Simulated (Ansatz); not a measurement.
**Single-point calculation of Cu**

The run: single-point calculation of Cu (Fmmm, 1 atom in the cell). Method and program: DFT PBE, scalar-relativistic, plane waves, PAW, no spin polarisation (Ansatz 0.2.0).

The structure derives from a Materials Project entry. It belongs to a series of runs on one base structure; here: strain +0.0250 x Voigt [0, 0, 0, 0, 0, 1], atoms carried along. Figures and captions count atoms from 1; the log counts them from 0 in places.

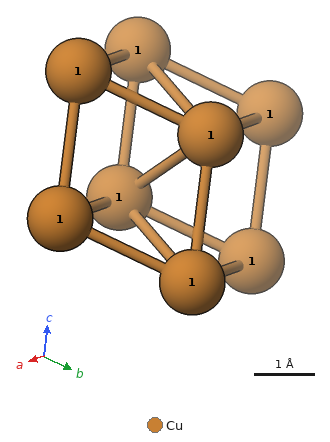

Fig. 1: The structure (ball-and-stick view of the cell of the calculation, seen slightly off an axis; atoms are numbered from 1 in the order of the input).

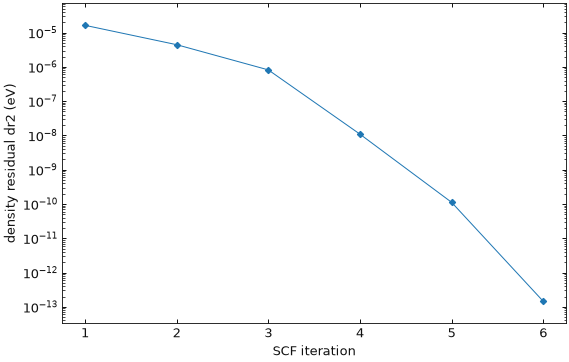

Fig. 2: Convergence of the self-consistent field: density residual dr2 against the SCF iteration. The residual falls at every step.

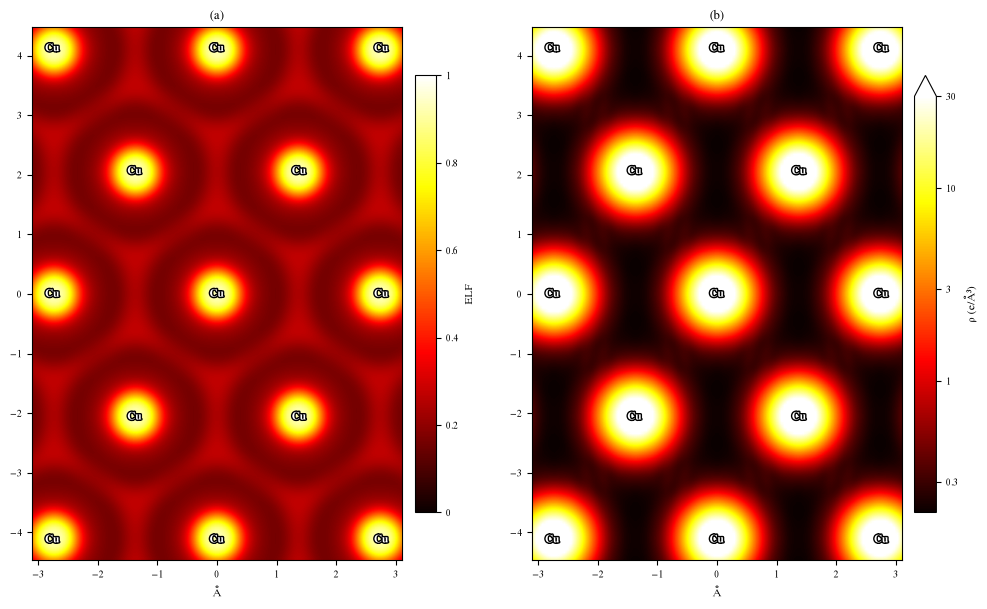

Fig. 3: (a) ELF; (b) valence pseudo-density on the (001) plane of the conventional cell. The plane passes through Cu nuclei. Cu–Cu (2.48 Å): the density is about 0.29 e/Å³ at the midpoint; the ELF is about 0.20 at the midpoint; no localised pair between them. Cu–Cu (2.76 Å): ρ is about 0.22 e/Å³ halfway; the ELF is about 0.25 at the midpoint (no shared electron pair). Away from the nuclei the density in this plane falls to 0.21 e/Å³ at its lowest. The strong features right at Cu lie inside the PAW spheres (semicore, d or f shells) and say nothing about bonding. In a PAW calculation such maps are meaningful between the atoms, not at the nuclei.

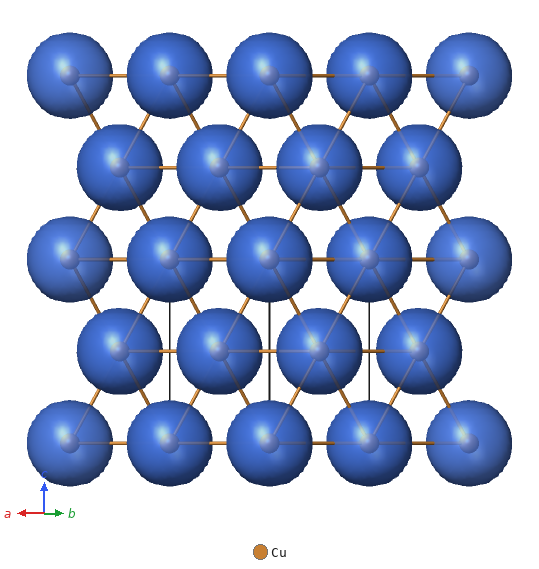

Fig. 4: Isosurface of the valence charge density (pseudo) at 0.4 e/Å³ (blue), seen along [110]. Sticks mark near contacts. The outline is the cell set on symmetry axes. At this value the density breaks into separate islands; it holds about 90 % of the electrons treated as valence (semicore included). It is pinched off along the Cu–Cu (2.48 Å), Cu–Cu (2.52 Å) and Cu–Cu (2.76 Å) contacts. On the grid the lowest density along these lines, outside the cores, is 0.29 e/Å³ (Cu–Cu, 2.48 Å), 0.27 e/Å³ (Cu–Cu, 2.52 Å) and 0.22 e/Å³ (Cu–Cu, 2.76 Å).

The input and output of the run follow.

Input
```yaml
crystal:
  lattice:
    - [-1.4570861151, 1.4570861151, 1.3795566845]
    - [1.4570861151, -1.4570861151, 1.3795566845]
    - [1.4939743711, 1.4939743711, -1.3795566845]
  atoms:
    - { symbol: Cu, position: [0.0, 0.0, 0.0] }
basis:
  ecutwfc: 420
kpoints:
  mp_grid: { grid: [30, 30, 30] }
hamiltonian:
  xc: pbe
scf:
  occupations: { method: gaussian, width: 0.15 }
output:
  forces: true
  stress: true
  eigenvalues: true
  write_density: true
  write_potential: true
  elf: true
  volumetric_format: npy
```

Launched with:
```bash
ansatz run input.yaml --threads 1 --pin off --max-ram 2560MiB --backend cpu --events-out ev --progress --plain --runs-dir out
```

Output
```
Engine: ansatz 0.2.0, x86_64-unknown-linux-gnu
Pseudopotentials: kind: paw
Pseudopotential: Cu, paw, valence charge 19, recommended cutoff 420 eV (normal), Cu.paw.azcp
Functional definition: PBE
  parameter kappa = 0.804
  parameter beta = 0.06672455060314922
  exchange = pbe_x(kappa = kappa, mu = beta*pi^2/3)
  correlation = pbe_c(beta = beta)
Crystal: 1 atoms, lattice volume = 12.012 Å³
Basis set: ecut = 420 eV, 233 PW (Γ), exchange–correlation on 36×36×36 points (8 copies of the dense FFT grid, shifted against one another)
Bands: 14, of which v1, the nominal top of the filled ones, is band 10 counted from 1 (9 counted from 0)
Symmetry: 8 space group operations
Space group: Fmmm (ITA 69), of the structure as read, at distance tolerance 2.3e-5 Å
k-points: 3736 of 27000
Non-local potential: Cu, projectors of the file, l = 0: 3, l = 1: 2, l = 2: 3, l = 3: 1
PAW form: soft (Blöchl's): semilocal exchange-correlation on the pseudo side does not see the compensation charge
PAW one-centre angular grid: Cu, 590 points (default); XC on 64 Gauss nodes
Initial density: superposition of atomic densities (neutral atoms: chi_scale 0, normalization atom), corrected by the library's trained network
Initial wavefunctions: pseudopotential atomic-orbital guess
Functional: x = pbe(κ = 0.804, μ = 0.2195149727645171), c = pbe(β = 0.06672455060314922)
SCF iter   1: F=—  HF=-6625.137460 eV  |F-HF|=—  |Δ(HF+E_count)|=         —  Δρ=8.40e-4  dr2=1.63e-5  ethr=1.77e-3  ⟨swp⟩=5.1  Hψ=257901  notcnv=0
preconditioner: auto → none  [metal: Δε(μ)=0.003 eV  Ē_g=17.030 eV  σ=0.150 eV  W_gap=0.01  n_scr=0 (ndim 8)  ℏωp=35.5 eV  f_vac=0.000  D(μ)=0.36/eV (n_scr^D=0)]
SCF iter   2: F=—  HF=-6625.137581 eV  |F-HF|=—  |Δ(HF+E_count)|=   1.21e-4  Δρ=4.17e-4  dr2=4.44e-6  ethr=8.56e-8  ⟨swp⟩=3.1  Hψ=131594  notcnv=0
SCF iter   3: F=—  HF=-6625.137594 eV  |F-HF|=—  |Δ(HF+E_count)|=   1.25e-5  Δρ=1.87e-4  dr2=8.17e-7  ethr=2.34e-8  ⟨swp⟩=2.0  Hψ=69937  notcnv=0
iter 4 did not close the SCF: its close was put off for the readings that it lacked (scf_convergence_deferred on its scf_iter line)
SCF iter   4: F=-6625.137597 eV  HF=-6625.137597 eV  |F-HF|=4.00e-9  |Δ(HF+E_count)|=   2.88e-6  Δρ=1.37e-5  dr2=1.09e-8  ethr=4.30e-9  ⟨swp⟩=2.0  Hψ=71488  notcnv=0
iter 5 did not close the SCF: its close was put off for the readings that it lacked (scf_convergence_deferred on its scf_iter line)
SCF iter   5: F=-6625.137597 eV  HF=-6625.137597 eV  |F-HF|=2.01e-10  |Δ(HF+E_count)|=   2.28e-9  Δρ=1.92e-6  dr2=1.12e-10  ethr=5.76e-11  ⟨swp⟩=2.3  Hψ=72385  notcnv=0
SCF iter   6: F=-6625.137597 eV  HF=-6625.137597 eV  |F-HF|=9.09e-13  |Δ(HF+E_count)|=  2.20e-10  Δρ=8.35e-8  dr2=1.45e-13  ethr=1.00e-12  ⟨swp⟩=4.8  Hψ=247133  notcnv=0
SCF 1 converged in 6 iterations: F = -6625.137597 eV  dr2 = 1.45e-13
  greatest PAW one-centre occupation: 1.000 electrons in one spin orbital (limit 2), on the Cu atom at site 0 (counted from 0), in its partial waves of l = 0
SCF converged after 6 iterations
Free energy (F): -6625.137597 eV
Harris-Foulkes:  -6625.137597 eV  (|F-HF|=9.09e-13)
Internal energy: -6625.133566 eV  (E = F + TS)
E sigma→0 (E₀):  -6625.135581 eV
Entropy (-TS):   -0.004030 eV (-4.030 meV/atom)
Fermi energy:    16.411787 eV
--- Per-component energies (eV) ---
  E_band       = -365.373749
  E_kinetic    = 299.768223
  E_local      = -4082.447663  (includes V_loc(G=0)·N_el)
  E_nonlocal   = 390.120503
  E_hartree    = 1797.460995
  E_xc         = -89.429164
  E_vxc        = -115.397858  (∫ρ·V_xc dr)
  E_paw        = -1663.148259  (= ΣΔE_a)
  E_vpaw       = -452.339258  (= ΣTr[D̂ρ^β])
  E_aug_tail   = 0.000309  (compensation charges beyond the density's cutoff)
  E_ewald      = -3277.458510
  E_smearing   = -0.004030  (= −TS)
  E_closure    = -0.000000  (closes the sum)
  Σ components = -6625.137597   (vs F -6625.137597, Δ=0.00e0)
--- Forces (eV/Å), atoms counted from 1 ---
  atom   1  Cu     0.00000000     0.00000000    -0.00000000
  max |Σ_I F_I| component: 1.23e-32 eV/Å
--- Stress (GPa, compression-positive) ---
        0.043400      -2.567220      -0.000000
       -2.567220       0.043400      -0.000000
       -0.000000      -0.000000       0.167555
  P = ⅓ Tr σ = 0.0848 GPa (0.848 kbar)
--- Band table (eV; the first three rows and the last of 3736) ---
  k-point 0: bands = ["-96.1313", "-53.4489", "-53.4473", "-53.4391", "7.1305", "13.2107", "13.3983", "13.5579", "14.2201", "14.4974", "39.8514", "41.0776", "42.4024", "43.6700"]
  k-point 1: bands = ["-96.1312", "-53.4492", "-53.4473", "-53.4402", "7.1700", "13.2107", "13.3922", "13.5723", "14.2136", "14.4967", "39.1194", "41.0604", "42.2859", "43.4919"]
  k-point 2: bands = ["-96.1308", "-53.4502", "-53.4472", "-53.4433", "7.2880", "13.2104", "13.3742", "13.6150", "14.1955", "14.4945", "37.6311", "40.9504", "41.9874", "43.1139"]
  k-point 3735: bands = ["-96.1065", "-53.5408", "-53.5187", "-53.5124", "11.8487", "11.9023", "14.8563", "14.9605", "14.9753", "23.5927", "23.7553", "26.2127", "29.2475", "29.8237"]
```

Summary

```tsv
quantity	value
outcome	converged
space group (tolerance 0.01 Å)	Fmmm (69)
electrons treated	19
free energy	−6625.1376 eV
Fermi energy	16.412 eV
gap on the k-point mesh	none (metallic)
pressure	0.08 GPa
largest force (length of the vector)	under 0.001 eV/Å
hardware	1 thread of Intel Xeon (Sapphire Rapids), 64 GiB of memory available, shared host
wall time	31 s
peak memory	0.99 GiB
```
